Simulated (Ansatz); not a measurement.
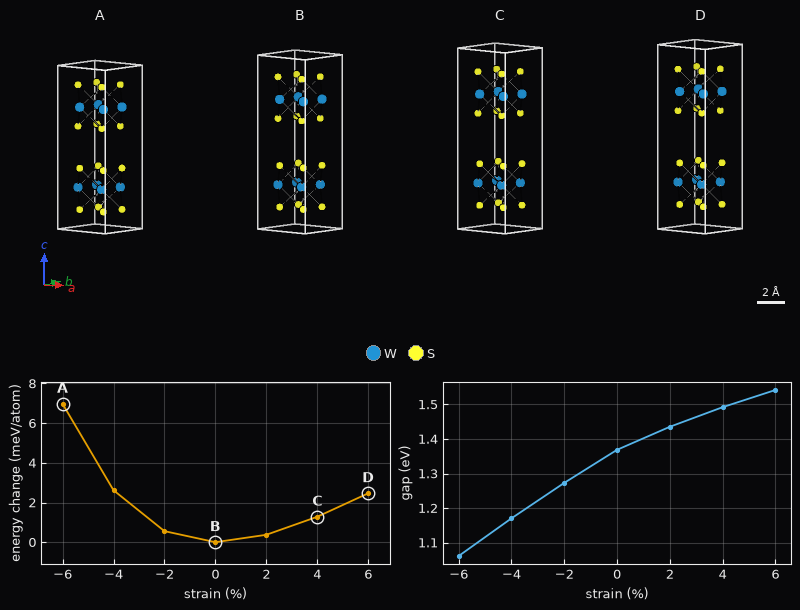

Members of a series of calculations on a crystal of WS₂ (set up in P6_3/mmc), marked on the first curve. A ball-and-stick model of the cell of the calculation, repeated to show the pattern, seen from a free direction.

The calculation used Ansatz, DFT r2SCAN, scalar-relativistic, plane waves, PAW. (plane-wave cutoff 500 eV; k-point mesh 12 × 12 × 2; occupations gaussian; smearing width 0.02 eV; no spin polarisation)

Question: Describe the series.

Answer: Strain along c alone, the other axes held, atoms relaxed. A (strain −6.0 %): energy change 7.0 meV/atom, volume 17.95 Å³ per atom, gap 1.06 eV. B (strain 0.0 %): energy change 0.0 meV/atom, volume 19.09 Å³ per atom, gap 1.37 eV. C (strain 4.0 %): energy change 1.3 meV/atom, volume 19.86 Å³ per atom, gap 1.49 eV. D (strain 6.0 %): energy change 2.5 meV/atom, volume 20.24 Å³ per atom, gap 1.54 eV. The rest compares A with D. The volume changes by +12.8 %, with a = b unchanged at 6.363 Å, c 12.283 → 13.851 Å (+12.8 %). 
